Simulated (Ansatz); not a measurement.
# Searching the electronic states of Fe, part 2 of 2

How much does the result for Fe depend on the starting moments? The same cell is run from several starts. We look at Fe: its experimental structure (space group Im-3m, primitive cell doubled), with 2 atoms per cell. Source: COD entry 9013472.

Ansatz 0.2.0; DFT r2SCAN, PAW, plane waves, scalar-relativistic. The steps go on from the part before.

### 6 Parallel moments scaled by 0.1, plain SCF

The COD cell was measured well above room temperature, so it is larger than a cold one.

The input, input.yaml:

```yaml
crystal:
  lattice:
    - [1.4345, -1.4345, -1.4345]
    - [-2.869, 0.0, 0.0]
    - [0.0, 2.869, -2.869]
  atoms:
    - { symbol: Fe, position: [0.0, 0.0, 0.0], spin: 0.4 }
    - { symbol: Fe, position: [0.0, 0.5, 0.5], spin: 0.4 }
magnetization:
  spin_polarized: true
hamiltonian:
  xc: r2scan
  pseudopotentials: { kind: paw }
basis:
  ecutwfc: 500
kpoints:
  mp_grid: { grid: [13, 11, 7] }
scf:
  occupations: { method: fermi_dirac, width: 0.1 }
  lower_state_search: "off"
output:
  forces: true
  stress: true
```

Output, cut to the lines that bear on the results:

```text
[... 12 lines as in an earlier run ...]
Bands: 21, of which v1, the nominal top of the filled ones, is band 16 counted from 1 (15 counted from 0)
[... 7 lines as in an earlier run ...]
Starting moments: Σ|m| = 0.8 μB on 2 of 2 sites
[... 2 lines as in an earlier run ...]
SCF iter   1: F=-8969.087471 eV  HF=-8969.621930 eV  |F-HF|=5.34e-1  |Δ(HF+E_count)|=         —  Δρ=9.51e-2 (↑1.79e-2 ↓9.51e-2)  dr2=1.09e0  dr2_τ=1.86e-2  dr2_m=5.91e-1  M=1.556 μB ∫|m|=1.561 μB  β_m=1.00  ethr=3.10e-3  ⟨swp⟩=4.3  Hψ=47440  notcnv=0
[...]
spin-set hold released at iteration 6 (site moments contracting): the magnetisation degrees of freedom join the quasi-Newton model from the next iteration; the mixer history was flushed
[...]
SCF iter  24: F=-8971.810309 eV  HF=-8971.810309 eV  |F-HF|=4.39e-8  |Δ(HF+E_count)|=   4.09e-7  Δρ=8.70e-6 (↑7.54e-6 ↓8.70e-6)  dr2=4.85e-9  dr2_τ=1.64e-10  dr2_m=9.52e-9  M=5.291 μB ∫|m|=5.942 μB  ethr=4.45e-11  ⟨swp⟩=4.1  Hψ=42500  notcnv=0
[...]
[... 1 line as in an earlier run ...]
SCF converged after 24 iterations
Magnetization: 5.2906 μB (18.6453 up, 13.3547 down)
Absolute magnetization: 5.9431 μB (∫|ρ↑−ρ↓|, with the PAW one-centre terms)
Spin contamination: 0.2459 ħ² per cell (⟨S²⟩ above its minimum at these occupations)
Per-site moments (μB) at R_I (Å): [(2.80035030933354, 1.0249085894262413), (2.80035030933354, 1.0249085894262413)]
Free energy (F): -8971.810309 eV
[...]
E sigma→0 (E₀):  -8971.786347 eV
Entropy (-TS):   -0.047925 eV (-23.962 meV/atom)
Fermi energy:    17.680532 eV
[... 26 lines left out: energy terms, forces, stress ...]
```

Wall time 22 s (2 threads of an x86-64 CPU, shared host); peak memory 0.64 GiB.

The run ends in the same state as step 2 (ferromagnetic); it took 24 iterations.

### 7 Moments ++ scaled by 0.65, plain SCF

Changes to input.yaml since step 6:

```diff
@@ -6,4 +6,4 @@
   atoms:
-    - { symbol: Fe, position: [0.0, 0.0, 0.0], spin: 0.4 }
-    - { symbol: Fe, position: [0.0, 0.5, 0.5], spin: 0.4 }
+    - { symbol: Fe, position: [0.0, 0.0, 0.0], spin: 2.6 }
+    - { symbol: Fe, position: [0.0, 0.5, 0.5], spin: 2.6 }
 magnetization:
```

Output, cut to the lines that bear on the results:

```text
[... 12 lines as in an earlier run ...]
Bands: 23, of which v1, the nominal top of the filled ones, is band 16 counted from 1 (15 counted from 0)
[... 7 lines as in an earlier run ...]
Starting moments: Σ|m| = 5.2 μB on 2 of 2 sites
[... 2 lines as in an earlier run ...]
[...]
SCF iter   1: F=-8971.264708 eV  HF=-8970.744809 eV  |F-HF|=5.20e-1  |Δ(HF+E_count)|=         —  Δρ=6.16e-2 (↑1.26e-2 ↓6.16e-2)  dr2=4.35e-1  dr2_τ=2.66e-2  dr2_m=2.62e-1  M=5.101 μB ∫|m|=5.152 μB  β_m=1.00  ethr=1.36e-3  ⟨swp⟩=1.0  Hψ=71046  notcnv=0
[...]
spin-set hold released at iteration 6 (site moments contracting): the magnetisation degrees of freedom join the quasi-Newton model from the next iteration; the mixer history was flushed
[...]
SCF iter  16: F=-8971.810309 eV  HF=-8971.810309 eV  |F-HF|=4.87e-8  |Δ(HF+E_count)|=   3.25e-6  Δρ=2.06e-6 (↑1.46e-6 ↓2.06e-6)  dr2=1.74e-10  dr2_τ=1.70e-11  dr2_m=5.08e-10  M=5.290 μB ∫|m|=5.942 μB  ethr=4.19e-12  ⟨swp⟩=4.1  Hψ=43410  notcnv=0
[...]
[... 1 line as in an earlier run ...]
SCF converged after 16 iterations
Magnetization: 5.2905 μB (18.6452 up, 13.3548 down)
Absolute magnetization: 5.9429 μB (∫|ρ↑−ρ↓|, with the PAW one-centre terms)
Spin contamination: 0.2459 ħ² per cell (⟨S²⟩ above its minimum at these occupations)
Per-site moments (μB) at R_I (Å): [(2.8002821157943814, 1.0249085894262413), (2.8002821157943814, 1.0249085894262413)]
Free energy (F): -8971.810309 eV
[...]
E sigma→0 (E₀):  -8971.786347 eV
Entropy (-TS):   -0.047924 eV (-23.962 meV/atom)
Fermi energy:    17.680418 eV
[... 26 lines left out: energy terms, forces, stress ...]
```

Wall time 17 s (2 threads of an x86-64 CPU, shared host); peak memory 0.65 GiB.

Nothing new: the 16 iterations lead to the state found in step 2 (ferromagnetic).

### 8 A moment on one site alone, plain SCF

Changes to input.yaml since step 7:

```diff
@@ -6,4 +6,4 @@
   atoms:
-    - { symbol: Fe, position: [0.0, 0.0, 0.0], spin: 2.6 }
-    - { symbol: Fe, position: [0.0, 0.5, 0.5], spin: 2.6 }
+    - { symbol: Fe, position: [0.0, 0.0, 0.0], spin: 4.0 }
+    - { symbol: Fe, position: [0.0, 0.5, 0.5] }
 magnetization:
```

Output, cut to the lines that bear on the results:

```text
[... 12 lines as in an earlier run ...]
Bands: 22, of which v1, the nominal top of the filled ones, is band 16 counted from 1 (15 counted from 0)
[... 7 lines as in an earlier run ...]
Starting moments: Σ|m| = 4 μB on 1 of 2 sites
[... 2 lines as in an earlier run ...]
SCF iter   1: F=-8966.723563 eV  HF=-8970.575428 eV  |F-HF|=3.85e0  |Δ(HF+E_count)|=         —  Δρ=8.14e-2 (↑8.14e-2 ↓5.27e-2)  dr2=4.49e0  dr2_τ=3.06e-2  dr2_m=2.56e-1  M=3.806 μB ∫|m|=3.910 μB  β_m=0.30  ethr=3.10e-3  ⟨swp⟩=4.6  Hψ=49297  notcnv=0
[...]
spin-set hold released at iteration 6 (the charge has settled, or the pull on large starting moments outlasts its swing): the magnetisation degrees of freedom join the quasi-Newton model from the next iteration; the mixer history was flushed
[...]
SCF iter  25: F=-8971.810309 eV  HF=-8971.810309 eV  |F-HF|=2.56e-8  |Δ(HF+E_count)|=   1.68e-7  Δρ=4.15e-6 (↑3.60e-6 ↓4.15e-6)  dr2=2.15e-9  dr2_τ=5.68e-11  dr2_m=3.90e-10  M=5.290 μB ∫|m|=5.942 μB  ethr=3.38e-11  ⟨swp⟩=4.0  Hψ=41977  notcnv=0
[...]
[... 1 line as in an earlier run ...]
SCF converged after 25 iterations
Magnetization: 5.2905 μB (18.6452 up, 13.3548 down)
Absolute magnetization: 5.9430 μB (∫|ρ↑−ρ↓|, with the PAW one-centre terms)
Spin contamination: 0.2459 ħ² per cell (⟨S²⟩ above its minimum at these occupations)
Per-site moments (μB) at R_I (Å): [(2.8003219081133532, 1.0249085894262413), (2.8002729233747914, 1.0249085894262413)]
Free energy (F): -8971.810309 eV
[...]
E sigma→0 (E₀):  -8971.786347 eV
Entropy (-TS):   -0.047925 eV (-23.962 meV/atom)
Fermi energy:    17.680435 eV
[... 26 lines left out: energy terms, forces, stress ...]
```

Run time: 21 s. Hardware: 2 threads of an x86-64 CPU, shared host; peak memory 0.66 GiB.

This is the state of step 2 again (ferromagnetic), after 25 iterations.

### 9 Parallel moments, spin not held back in the first iterations, no switch to direct minimisation

Changes to input.yaml since step 8:

```diff
@@ -7,3 +7,3 @@
     - { symbol: Fe, position: [0.0, 0.0, 0.0], spin: 4.0 }
-    - { symbol: Fe, position: [0.0, 0.5, 0.5] }
+    - { symbol: Fe, position: [0.0, 0.5, 0.5], spin: 4.0 }
 magnetization:
@@ -20,2 +20,4 @@
   lower_state_search: "off"
+  algorithm: density_mixing
+  mixing: { spin_hold: "off" }
 output:
```

Output, cut to the lines that bear on the results:

```text
[... 20 lines as in an earlier run ...]
Starting moments: Σ|m| = 8 μB on 2 of 2 sites
[... 2 lines as in an earlier run ...]
[...]
SCF iter   1: F=-8971.300007 eV  HF=-8969.950868 eV  |F-HF|=1.35e0  |Δ(HF+E_count)|=         —  Δρ=9.83e-2 (↑9.83e-2 ↓6.24e-2)  dr2=3.85e-1  dr2_τ=1.12e-1  dr2_m=1.33e0  M=5.941 μB ∫|m|=6.015 μB  β_m=1.17  ethr=1.20e-3  ⟨swp⟩=1.0  Hψ=73646  notcnv=0
[...]
SCF iter  13: F=-8971.810309 eV  HF=-8971.810309 eV  |F-HF|=7.41e-9  |Δ(HF+E_count)|=   2.99e-7  Δρ=3.46e-6 (↑2.92e-6 ↓3.46e-6)  dr2=2.05e-9  dr2_τ=2.69e-11  dr2_m=2.84e-11  M=5.291 μB ∫|m|=5.942 μB  ethr=2.50e-11  ⟨swp⟩=3.9  Hψ=40323  notcnv=0
[...]
[... 1 line as in an earlier run ...]
SCF converged after 13 iterations
Magnetization: 5.2905 μB (18.6453 up, 13.3547 down)
Absolute magnetization: 5.9430 μB (∫|ρ↑−ρ↓|, with the PAW one-centre terms)
Spin contamination: 0.2459 ħ² per cell (⟨S²⟩ above its minimum at these occupations)
Per-site moments (μB) at R_I (Å): [(2.8003206714913653, 1.0249085894262413), (2.8003206714913658, 1.0249085894262413)]
Free energy (F): -8971.810309 eV
[...]
E sigma→0 (E₀):  -8971.786347 eV
Entropy (-TS):   -0.047924 eV (-23.962 meV/atom)
Fermi energy:    17.680480 eV
[... 26 lines left out: energy terms, forces, stress ...]
```

Wall time 13 s (2 threads of an x86-64 CPU, shared host); peak memory 0.67 GiB.

The run ends in the same state as step 2 (ferromagnetic); it took 13 iterations.

### 10 All ends together

```csv
step,iterations,state,moments of Fe1 Fe2 (μB),total (μB),gap (eV),pressure (GPa),above lowest (meV/atom)
2,11,1,2.80 2.80,5.29,none,-0.6,0.0
3,15,2,2.59 -2.59,0.00,none,-2.1,359
4,7,3,0.00 0.00,0.00,none,-31.2,1208
5,11,1,2.80 2.80,5.29,none,-0.6,0.0
6,24,1,2.80 2.80,5.29,none,-0.6,0.0
7,16,1,2.80 2.80,5.29,none,-0.6,0.0
8,25,1,2.80 2.80,5.29,none,-0.6,0.0
9,13,1,2.80 2.80,5.29,none,-0.6,0.0
```

States are numbered from the lowest. Starts by step: 2 parallel moments, plain SCF; 3 opposed moments +-, plain SCF; 4 no spin polarisation; 5 spin on, no moments given (the program may seed its own), plain SCF; 6 parallel moments scaled by 0.1, plain SCF; 7 moments ++ scaled by 0.65, plain SCF; 8 a moment on one site alone, plain SCF; 9 parallel moments, spin not held back in the first iterations, no switch to direct minimisation.

The 8 runs of this session took 1.9 min in all, from 5 s to 22 s each.

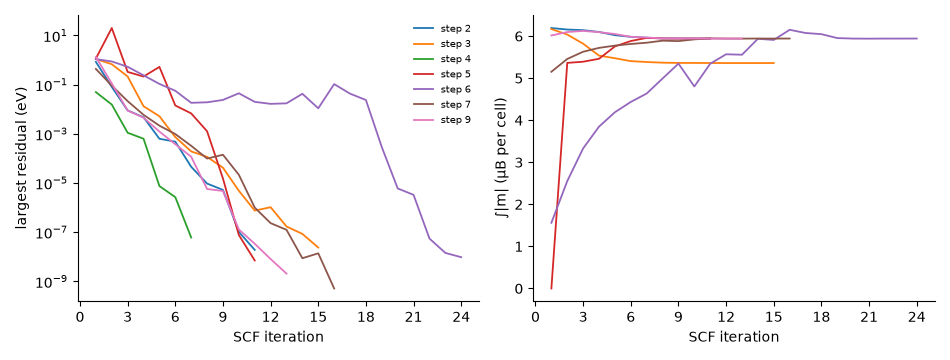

Residual and absolute moment along the iterations (7 of the 8 runs).

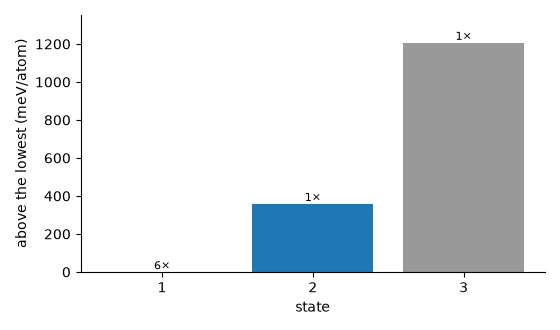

Energy of each distinct state, with the number of starts that reached it (red ferromagnetic, blue opposed moments, grey non-magnetic, green other).

### 11 Summary of results

The summary covers parts 1 to 2.

| quantity | value |
| --- | --- |
| distinct states | 3 from 8 converged runs |
| lowest state from plain starts | ferromagnetic |
| its moments | Fe1 2.80, Fe2 2.80 μB |
| total moment | 5.29 μB per cell |
| gap on the k-mesh | none |
| pressure | -0.6 GPa |
| largest force | 0.000 eV/Å |
| next state | antiferromagnetic, 359 meV/atom higher |
| highest state | non-magnetic (no spin polarisation), 1208 meV/atom higher |

What this shows: The 8 converged runs end in 3 distinct states. Switching spin polarisation off costs 1208 meV/atom in free energy, smearing entropy included. The best antiferromagnetic state lies 359 meV/atom above the best ferromagnetic one. These are lowest states among those tried, not proven ground states. The mesh has less symmetry than the lattice, which lowers the symmetry of the run.
